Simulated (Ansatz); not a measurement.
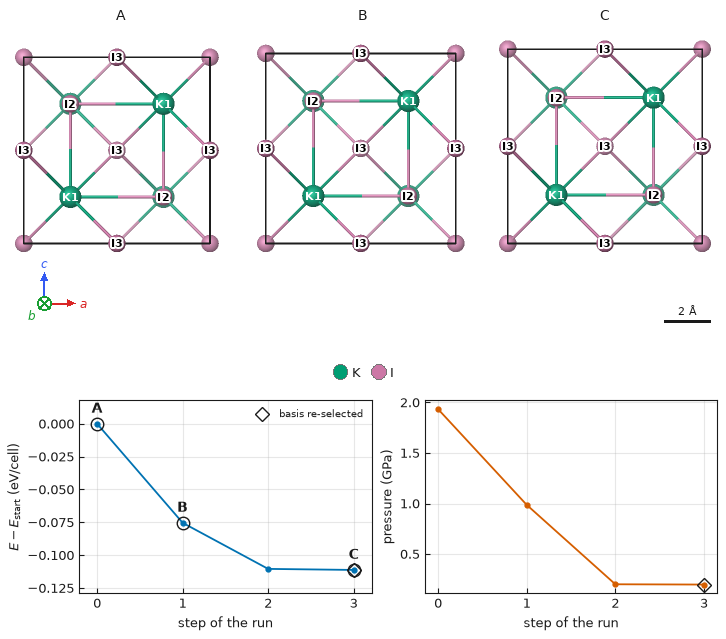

Frames of a relaxation of crystalline KI₂ (a generated structure, set up in F-43m) (coarse preliminary run), marked on the history of the run. The picture is a ball-and-stick view of the conventional cell (4 times the calculation's cell), seen along the b axis. Lengths and directions refer to the drawn axes.

Method: DFT PBE, scalar-relativistic, plane waves, PAW in Ansatz 0.2.0. (plane-wave cutoff 420 eV; k-point mesh 4 × 4 × 4; occupations gaussian; smearing width 0.1 eV; no spin polarisation; cell and atoms relaxed; force threshold 0.04 eV/Å; at most 70 steps)

Q: Describe the path.

A: After 2 accepted moves (3 points after the start) the energy has fallen by 0.111 eV per cell of the calculation. All forces vanish by symmetry, so only the cell relaxes. The pressure goes from 1.93 to 0.20 GPa. At 1 point the geometry stayed and the basis and grid were re-selected for the new cell (energy shift of 0.8 meV per cell of the calculation at most each time). No atom moves by more than 0.005 Å relative to the cell. Cell: a = b = c 8.134 → 8.491 Å (+4.4 %). Volume +13.8 %. Some distances before and after: K1–I2 4.067 → 4.246 Å, K1–I3 3.522 → 3.677 Å. The space group stays F-43m (No. 216). From step 0 to 1: volume +6.3 %, energy −75.4 meV per cell of the calculation. From step 1 to 3: volume +7.0 %, energy −35.9 meV per cell of the calculation.

| step | E − E(0), meV/atom | pressure, GPa | volume, Å³/atom | note |
| --- | --- | --- | --- | --- |
| 0 | 0.00 | 1.93 | 44.851 |  |
| 1 | -25.12 | 0.99 | 47.675 |  |
| 2 | -36.81 | 0.20 | 51.019 |  |
| 3 | -37.07 | 0.20 | 51.019 | same geometry, new basis |

Limits of the set-up: an odd number of electrons was run without spin polarisation, which fails if the electron would localise.
